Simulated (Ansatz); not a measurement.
## Two runs on Sr₂Ti₃O₈

System: Sr₂Ti₃O₈ (slab, 26 atoms in the cell).
Method of run A: DFT PBEsol, scalar-relativistic, plane waves, PAW, no spin polarisation (Ansatz 0.2.0).

The structure derives from an entry of the Crystallography Open Database. Text and figures count atoms from 1; the logs count them from 0 in places.

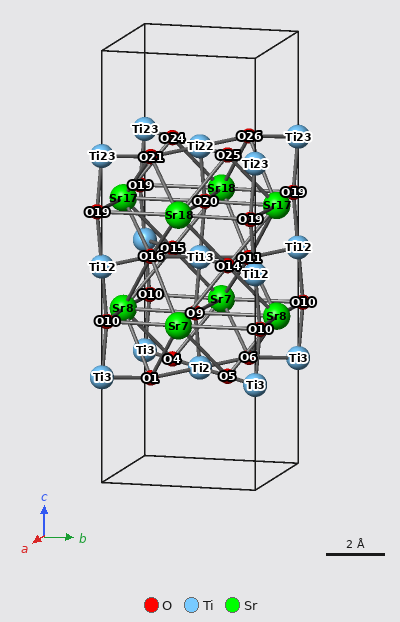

The structure (ball-and-stick view of the cell of the calculation, with the vacuum cut short, seen slightly off an axis; atoms are numbered from 1 in the order of the input). An atom can appear more than once, as a periodic image.

Input, run A:
```yaml
crystal:
  lattice:
    - [5.5043380451, 0.0, 0.0]
    - [0.0344432879, 5.5042302799, 0.0]
    - [0.0, 0.0, 23.1424098445]
  atoms:
    - { symbol: O, position: [0.75, 0.25, 0.3240803378] }
    - { symbol: Ti, position: [0.5, 0.5, 0.3323442488] }
    - { symbol: Ti, position: [0.0, 0.0, 0.3323442488] }
    - { symbol: O, position: [0.25, 0.25, 0.3323442488] }
    - { symbol: O, position: [0.75, 0.75, 0.3323442488] }
    - { symbol: O, position: [0.25, 0.75, 0.3406081599] }
    - { symbol: Sr, position: [0.0, 0.5, 0.4161721244] }
    - { symbol: Sr, position: [0.5, 0.0, 0.4161721244] }
    - { symbol: O, position: [0.5246454743, 0.4753545257, 0.4161721244] }
    - { symbol: O, position: [0.9753545257, 0.0246454743, 0.4161721244] }
    - { symbol: O, position: [0.25, 0.75, 0.491736089] }
    - { symbol: Ti, position: [0.0, 0.0, 0.5] }
    - { symbol: Ti, position: [0.5, 0.5, 0.5] }
    - { symbol: O, position: [0.75, 0.75, 0.5] }
    - { symbol: O, position: [0.25, 0.25, 0.5] }
    - { symbol: O, position: [0.75, 0.25, 0.508263911] }
    - { symbol: Sr, position: [0.5, 0.0, 0.5838278756] }
    - { symbol: Sr, position: [0.0, 0.5, 0.5838278756] }
    - { symbol: O, position: [0.0246454743, 0.9753545257, 0.5838278756] }
    - { symbol: O, position: [0.4753545257, 0.5246454743, 0.5838278756] }
    - { symbol: O, position: [0.75, 0.25, 0.6593918401] }
    - { symbol: Ti, position: [0.5, 0.5, 0.6676557512] }
    - { symbol: Ti, position: [0.0, 0.0, 0.6676557512] }
    - { symbol: O, position: [0.25, 0.25, 0.6676557512] }
    - { symbol: O, position: [0.75, 0.75, 0.6676557512] }
    - { symbol: O, position: [0.25, 0.75, 0.6759196622] }
basis:
  ecutwfc: 420
kpoints:
  mp_grid: { grid: [2, 2, 1] }
hamiltonian:
  xc: pbesol
scf:
  occupations: { method: gaussian, width: 0.05 }
output:
  forces: true
  stress: true
  eigenvalues: true
efield:
  axis: 3
  dipole_correction: true
  ramp_width: 0.04
```

Command:
```bash
ansatz run input.yaml --threads 4 --pin off --max-ram 10240MiB --backend cpu --events-out ev --progress --plain --runs-dir out
```

Hardware: 4 threads of Intel Xeon (Granite Rapids), 32 GiB of memory available, shared host.

Output, shortened to warnings, some set-up lines, iterations and results (run A):
```
Basis set: ecut = 420 eV, 13649 PW (Γ), exchange–correlation on 80×80×320 points (8 copies of the dense FFT grid, shifted against one another)
Symmetry: 4 space group operations
k-points: 3 of 4
Initial density: superposition of atomic densities (neutral atoms: chi_scale 0, normalization atom), corrected by the library's trained network
[...]
SCF iter   1: F=—  HF=-37823.542480 eV  |F-HF|=—  |Δ(HF+E_count)|=         —  Δρ=9.37e-3  dr2=5.07e-1  ethr=1.77e-3  p=0.000 e·Å  D=2.63e-13 V/Å  ΔV_dip=-0.00 eV  …
SCF iter   2: F=—  HF=-37823.456193 eV  |F-HF|=—  |Δ(HF+E_count)|=   8.63e-2  Δρ=5.16e-3  dr2=2.08e-1  ethr=2.44e-4  p=0.000 e·Å  D=2.44e-5 V/Å  ΔV_dip=-0.00 eV  …
SCF iter   3: F=—  HF=-37823.423032 eV  |F-HF|=—  |Δ(HF+E_count)|=   3.32e-2  Δρ=1.62e-3  dr2=1.89e-2  ethr=1.00e-4  p=0.000 e·Å  D=1.04e-5 V/Å  ΔV_dip=-0.00 eV  …
SCF iter   4: F=—  HF=-37823.420662 eV  |F-HF|=—  |Δ(HF+E_count)|=   2.37e-3  Δρ=5.80e-4  dr2=2.49e-3  ethr=9.10e-6  p=-0.000 e·Å  D=-2.48e-6 V/Å  ΔV_dip=0.00 eV  …
SCF iter   5: F=—  HF=-37823.420644 eV  |F-HF|=—  |Δ(HF+E_count)|=   1.81e-5  Δρ=3.33e-4  dr2=7.21e-4  ethr=1.20e-6  p=-0.000 e·Å  D=-9.46e-7 V/Å  ΔV_dip=0.00 eV  …
SCF iter   6: F=—  HF=-37823.420679 eV  |F-HF|=—  |Δ(HF+E_count)|=   3.48e-5  Δρ=6.06e-5  dr2=2.46e-5  ethr=3.47e-7  p=0.000 e·Å  D=1.10e-6 V/Å  ΔV_dip=-0.00 eV  …
SCF iter   7: F=—  HF=-37823.420324 eV  |F-HF|=—  |Δ(HF+E_count)|=   3.55e-4  Δρ=3.71e-5  dr2=8.39e-6  ethr=1.18e-8  p=-0.000 e·Å  D=-5.22e-7 V/Å  ΔV_dip=0.00 eV  …
SCF iter   8: F=—  HF=-37823.420327 eV  |F-HF|=—  |Δ(HF+E_count)|=   3.28e-6  Δρ=1.76e-5  dr2=1.95e-6  ethr=4.03e-9  p=-0.000 e·Å  D=-5.87e-7 V/Å  ΔV_dip=0.00 eV  …
SCF iter   9: F=—  HF=-37823.420328 eV  |F-HF|=—  |Δ(HF+E_count)|=   5.92e-7  Δρ=5.34e-6  dr2=2.19e-7  ethr=9.37e-10  p=0.000 e·Å  D=1.03e-7 V/Å  ΔV_dip=-0.00 eV  …
SCF iter  10: F=-37823.420328 eV  HF=-37823.420328 eV  |F-HF|=1.73e-8  |Δ(HF+E_count)|=   1.12e-7  Δρ=2.87e-6  dr2=7.53e-8  ethr=4.81e-11  p=-0.000 e·Å  D=-7.40e-8 V/Å  …
SCF 1 converged in 10 iterations: F = -37823.420328 eV  dr2 = 7.53e-8
SCF converged after 10 iterations
Free energy (F): -37823.420328 eV
Harris-Foulkes:  -37823.420328 eV  (|F-HF|=1.73e-8)
Internal energy: -37823.420328 eV  (E = F + TS)
E sigma→0 (E₀):  -37823.420328 eV
Fermi energy:    2.173146 eV
Dipole field:    D = 0.000001 V/Å  (p = 0.000003 e·Å, saw-weighted, corrected)
Work function:   Φ+ = 4.2626 eV   Φ− = 4.2626 eV
Levels:          The Fermi level and band energies are counted from a zero that moves with the ramp; work functions are not
--- Per-component energies (eV) ---
  E_band       = -2999.573608
  E_kinetic    = 5404.297427
  E_local      = -174899.055951  (includes V_loc(G=0)·N_el)
  E_nonlocal   = 1608.934282
  E_hartree    = 84750.702598
  E_xc         = -2441.666715
  E_vxc        = -2883.080013  (∫ρ·V_xc dr)
  E_paw        = -19131.616038  (= ΣΔE_a)
  E_vpaw       = -1732.042001  (= ΣTr[D̂ρ^β])
  E_aug_tail   = 0.039899  (compensation charges beyond the density's cutoff)
  E_efield     = 0.000000  (sawtooth field / dipole correction)
  E_vefield    = 0.000000  (∫n·V_field dr)
  E_ewald      = 66883.005868
  E_core_change = 1.938302  (= ΣΔE_core)
  E_smearing   = -0.000000  (= −TS)
  E_closure    = -0.000000  (closes the sum)
  Σ components = -37823.420328   (vs F -37823.420328, Δ=0.00e0)
--- Forces (eV/Å), atoms counted from 1 ---
  atom   1  O      0.00000000    -0.00000000    -0.17970089
  atom   2  Ti     0.61467632    -0.61853475     2.05953054
  atom   3  Ti    -0.61467632     0.61853475     2.05953054
  atom   4  O      0.00000000    -0.00000000    -0.23920535
  atom   5  O      0.00000000    -0.00000000    -0.23920535
  atom   6  O     -0.00000000    -0.00000000    -0.44222884
  atom   7  Sr    -0.00151171    -0.00150228    -0.70481308
  atom   8  Sr     0.00151171     0.00150228    -0.70481308
  atom   9  O     -0.06784497     0.06827085    -0.77868115
  atom  10  O      0.06784497    -0.06827085    -0.77868115
  atom  11  O      0.00000000     0.00000000     0.00805159
  atom  12  Ti     0.00000004    -0.00000004     0.00000213
  atom  13  Ti    -0.00000004     0.00000004     0.00000213
  atom  14  O      0.00000000     0.00000000    -0.00000019
  atom  15  O      0.00000000    -0.00000000    -0.00000019
  atom  16  O      0.00000000    -0.00000000    -0.00805194
  atom  17  Sr    -0.00151219    -0.00150275     0.70481482
  atom  18  Sr     0.00151219     0.00150275     0.70481482
  atom  19  O     -0.06784459     0.06827046     0.77867545
  atom  20  O      0.06784459    -0.06827046     0.77867545
  atom  21  O      0.00000000     0.00000000     0.44222612
  atom  22  Ti    -0.61467600     0.61853444    -2.05952817
  atom  23  Ti     0.61467600    -0.61853444    -2.05952817
  atom  24  O      0.00000000     0.00000000     0.23920325
[...]
```

The input of run B differs as follows (lines with − go, lines with + come):
```diff
-  mp_grid: { grid: [2, 2, 1] }
+  mp_grid: { grid: [1, 1, 1] }
```

What does this change do to the results?

The free energy of run B is 413.4 meV per atom higher, which measures how much it depends on this numerical setting. The gap on the mesh goes from 0.96 to 0.39 eV. The largest force goes from 2.237 to 2.853 eV/Å. The work function goes from 4.26 to 4.33 eV. The SCF takes 12 iterations against 10. The irreducible k-points go from 3 to 1. On the same kind of shared host run B took about 0.54 times as long.

Output, shortened to warnings, some set-up lines, iterations and results (run B):
```
Basis set: ecut = 420 eV, 13649 PW (Γ), exchange–correlation on 80×80×320 points (8 copies of the dense FFT grid, shifted against one another)
Symmetry: 4 space group operations
k-points: 1
Initial density: superposition of atomic densities (neutral atoms: chi_scale 0, normalization atom), corrected by the library's trained network
[...]
SCF iter   1: F=—  HF=-37812.929524 eV  |F-HF|=—  |Δ(HF+E_count)|=         —  Δρ=1.39e-2  dr2=1.30e0  ethr=1.77e-3  p=0.000 e·Å  D=2.63e-13 V/Å  ΔV_dip=-0.00 eV  …
SCF iter   2: F=—  HF=-37812.815753 eV  |F-HF|=—  |Δ(HF+E_count)|=   1.14e-1  Δρ=1.36e-2  dr2=1.17e0  ethr=6.25e-4  p=0.000 e·Å  D=2.21e-5 V/Å  ΔV_dip=-0.00 eV  …
SCF iter   3: F=—  HF=-37812.685344 eV  |F-HF|=—  |Δ(HF+E_count)|=   1.30e-1  Δρ=3.80e-3  dr2=9.10e-2  ethr=5.65e-4  p=0.000 e·Å  D=7.12e-6 V/Å  ΔV_dip=-0.00 eV  …
SCF iter   4: F=—  HF=-37812.688682 eV  |F-HF|=—  |Δ(HF+E_count)|=   3.34e-3  Δρ=2.92e-3  dr2=7.83e-2  ethr=4.37e-5  p=-0.000 e·Å  D=-8.65e-5 V/Å  ΔV_dip=0.00 eV  …
SCF iter   5: F=—  HF=-37812.673189 eV  |F-HF|=—  |Δ(HF+E_count)|=   1.55e-2  Δρ=5.22e-4  dr2=1.62e-3  ethr=3.76e-5  p=0.000 e·Å  D=2.95e-5 V/Å  ΔV_dip=-0.00 eV  …
SCF iter   6: F=—  HF=-37812.673223 eV  |F-HF|=—  |Δ(HF+E_count)|=   3.40e-5  Δρ=2.96e-4  dr2=7.63e-4  ethr=7.81e-7  p=-0.000 e·Å  D=-2.57e-5 V/Å  ΔV_dip=0.00 eV  …
SCF iter   7: F=—  HF=-37812.673146 eV  |F-HF|=—  |Δ(HF+E_count)|=   7.73e-5  Δρ=8.57e-5  dr2=4.10e-5  ethr=3.67e-7  p=-0.000 e·Å  D=-2.92e-6 V/Å  ΔV_dip=0.00 eV  …
SCF iter   8: F=—  HF=-37812.673174 eV  |F-HF|=—  |Δ(HF+E_count)|=   2.82e-5  Δρ=5.03e-5  dr2=1.90e-5  ethr=1.97e-8  p=0.000 e·Å  D=3.88e-6 V/Å  ΔV_dip=-0.00 eV  …
SCF iter   9: F=—  HF=-37812.673177 eV  |F-HF|=—  |Δ(HF+E_count)|=   2.89e-6  Δρ=2.09e-5  dr2=2.90e-6  ethr=9.12e-9  p=-0.000 e·Å  D=-5.77e-7 V/Å  ΔV_dip=0.00 eV  …
SCF iter  10: F=—  HF=-37812.673178 eV  |F-HF|=—  |Δ(HF+E_count)|=   1.52e-6  Δρ=8.35e-6  dr2=3.45e-7  ethr=1.39e-9  p=-0.000 e·Å  D=-6.43e-7 V/Å  ΔV_dip=0.00 eV  …
SCF iter  11: F=—  HF=-37812.673179 eV  |F-HF|=—  |Δ(HF+E_count)|=   6.37e-7  Δρ=5.00e-6  dr2=1.50e-7  ethr=4.81e-11  p=0.000 e·Å  D=1.50e-7 V/Å  ΔV_dip=-0.00 eV  …
SCF iter  12: F=-37812.673179 eV  HF=-37812.673179 eV  |F-HF|=4.44e-8  |Δ(HF+E_count)|=   2.04e-7  Δρ=3.13e-6  dr2=4.81e-8  ethr=4.81e-11  p=0.000 e·Å  D=9.97e-8 V/Å  …
SCF 1 converged in 12 iterations: F = -37812.673179 eV  dr2 = 4.81e-8
SCF converged after 12 iterations
Free energy (F): -37812.673179 eV
Harris-Foulkes:  -37812.673179 eV  (|F-HF|=4.44e-8)
Internal energy: -37812.673179 eV  (E = F + TS)
E sigma→0 (E₀):  -37812.673179 eV
Entropy (-TS):   -0.000000 eV (-0.000 meV/atom)
Fermi energy:    2.180717 eV
Dipole field:    D = -0.000001 V/Å  (p = -0.000004 e·Å, saw-weighted, corrected)
Work function:   Φ+ = 4.3277 eV   Φ− = 4.3276 eV
Levels:          The Fermi level and band energies are counted from a zero that moves with the ramp; work functions are not
--- Per-component energies (eV) ---
  E_band       = -2996.723252
  E_kinetic    = 5423.531043
  E_local      = -174897.356927  (includes V_loc(G=0)·N_el)
  E_nonlocal   = 1610.469640
  E_hartree    = 84741.696910
  E_xc         = -2441.936565
  E_vxc        = -2883.240783  (∫ρ·V_xc dr)
  E_paw        = -19134.061948  (= ΣΔE_a)
  E_vpaw       = -1733.582526  (= ΣTr[D̂ρ^β])
  E_aug_tail   = 0.040499  (compensation charges beyond the density's cutoff)
  E_efield     = 0.000000  (sawtooth field / dipole correction)
  E_vefield    = 0.000000  (∫n·V_field dr)
  E_ewald      = 66883.005868
  E_core_change = 1.938302  (= ΣΔE_core)
  E_smearing   = -0.000000  (= −TS)
  E_closure    = 0.000000  (closes the sum)
  Σ components = -37812.673179   (vs F -37812.673179, Δ=0.00e0)
--- Forces (eV/Å), atoms counted from 1 ---
  atom   1  O     -0.00000000    -0.00000000    -0.81894282
  atom   2  Ti     0.84157065    -0.84685335     2.59152021
  atom   3  Ti    -0.84157065     0.84685335     2.59152021
  atom   4  O     -0.00000000     0.00000000     0.09952740
  atom   5  O      0.00000000     0.00000000     0.09952740
  atom   6  O      0.00000000     0.00000000     0.55268960
  atom   7  Sr     0.20575515     0.20447164    -0.86805500
  atom   8  Sr    -0.20575515    -0.20447164    -0.86805500
  atom   9  O      0.10293726    -0.10358341    -0.96455978
  atom  10  O     -0.10293726     0.10358341    -0.96455978
  atom  11  O      0.00000000    -0.00000000    -0.79873144
  atom  12  Ti    -0.00000010     0.00000010    -0.00000308
  atom  13  Ti     0.00000010    -0.00000010    -0.00000308
  atom  14  O      0.00000000     0.00000000     0.00000068
  atom  15  O      0.00000000     0.00000000     0.00000068
  atom  16  O      0.00000000     0.00000000     0.79873297
  atom  17  Sr     0.20575499     0.20447149     0.86805401
  atom  18  Sr    -0.20575499    -0.20447149     0.86805401
  atom  19  O      0.10293740    -0.10358355     0.96456544
  atom  20  O     -0.10293740     0.10358355     0.96456544
  atom  21  O      0.00000000    -0.00000000    -0.55268802
  atom  22  Ti    -0.84157044     0.84685313    -2.59152403
  atom  23  Ti     0.84157044    -0.84685313    -2.59152403
[...]
```

The two runs side by side:

| quantity | run A | run B |
| --- | --- | --- |
| outcome | converged | converged |
| free energy per atom (eV) | −1454.7469 | −1454.3336 |
| gap on the mesh (eV) | 0.96 | 0.39 |
| work function (eV) | 4.26 | 4.33 |
| largest force (eV/Å) | 2.237 | 2.853 |
| SCF iterations | 10 | 12 |
| irreducible k-points | 3 | 1 |
| plane waves at Γ | 13649 | 13649 |
| wall time (shared host) | 4.1 s | 2.2 s |

For run B: So coarse a mesh can miss the band edges, so the true gap of this method can be much smaller, or zero. The k-point mesh is coarse for a cell of this size, so the results may not be converged.
